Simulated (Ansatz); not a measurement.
A periodic structure is given below.

```
Si O
1.0
     5.02301    0.00000    0.00000
     0.00000    5.02301    0.00000
     0.00000    0.00000    7.42762
Si O
4 8
Direct
  0.00000 0.00000 0.00000
  0.00000 0.50000 0.25000
  0.50000 0.50000 0.50000
  0.50000 0.00000 0.75000
  0.08086 0.25000 0.12500
  0.25000 0.58086 0.37500
  0.75000 0.41914 0.37500
  0.91914 0.75000 0.12500
  0.58086 0.75000 0.62500
  0.75000 0.08086 0.87500
  0.25000 0.91914 0.87500
  0.41914 0.25000 0.62500
```

Question: Summarise the structure in words.

Answer: The solid is SiO$_{2}$. Symmetry: I-42d (No. 122), body-centred tetragonal lattice. Atoms per cell: 12 (4 Si, 8 O). The polyhedra are SiO4 tetrahedra; they share corners. Each Si atom is coordinated by four O in a tetrahedral arrangement at 1.61 Å. The O atoms are each bonded to two Si in a bent arrangement at 1.61 Å. The bonds build a three-dimensional framework.

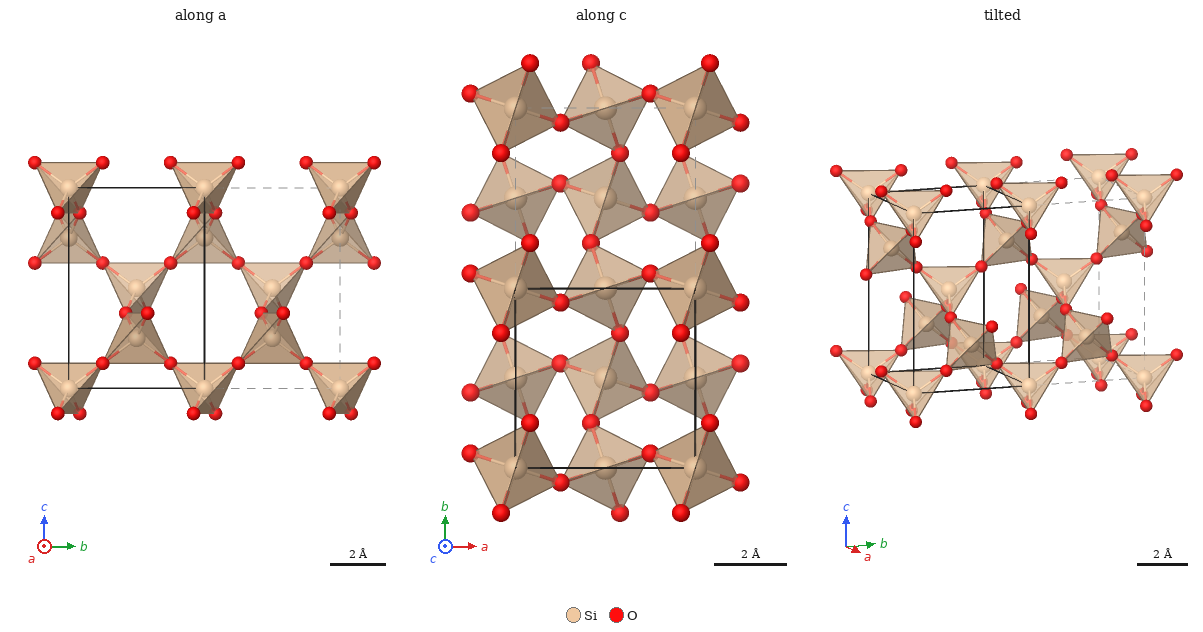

A polyhedral rendering, viewed along the a axis, along the c axis and slightly off an axis. Shown are 1×2×1 repeats of the conventional unit cell, one of them outlined in solid lines. Some neighbours outside the box are added.

Provenance: a structure listed in the Materials Project. The cell was then strained or its atoms displaced on purpose. Ansatz was used for an electronic-structure calculation on it.
